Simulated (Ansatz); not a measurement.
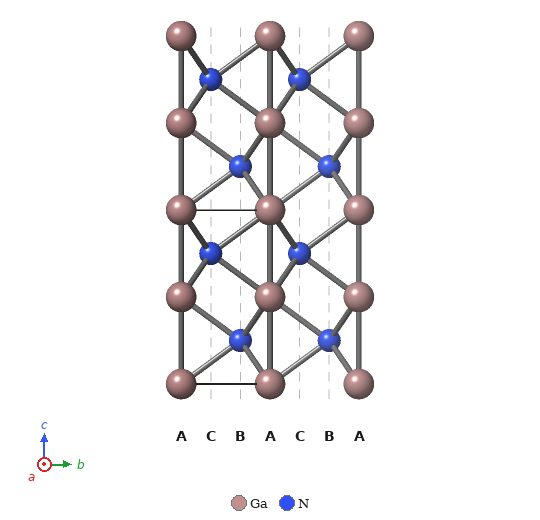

The picture looks along a close-packed row of the hexagonal mesh; c points upwards. The dashed lines mark the three columns A (0, 0), B (1/3, 2/3) and C (2/3, 1/3). The sequence starts with the first layer at or above the cell's origin.

GaN. Coordinates: the geometry relaxed with Ansatz 0.2.0, DFT, PBE, plane waves, PAW; the starting structure was generated, so it need not be a known form of this composition.

Question: List the layers of one repeat.

Answer: Ga(A) – N(B) – Ga(A) – N(C) (four layers in 5.10 Å).

Question: How are the N layers alone stacked?

Answer: N layers alone: BC, the hexagonal close-packed type.

Question: Which positions between or in the N layers do the other atoms fill?

Answer: Ga: two octahedral sites (per hexagonal cell).

Heights of the layers:

```
layer  atoms (column)  height (Å)  to next (Å)
    1           Ga(A)        0.00         1.27
    2            N(B)        1.27         1.27
    3           Ga(A)        2.55         1.27
    4            N(C)        3.82         1.27
```
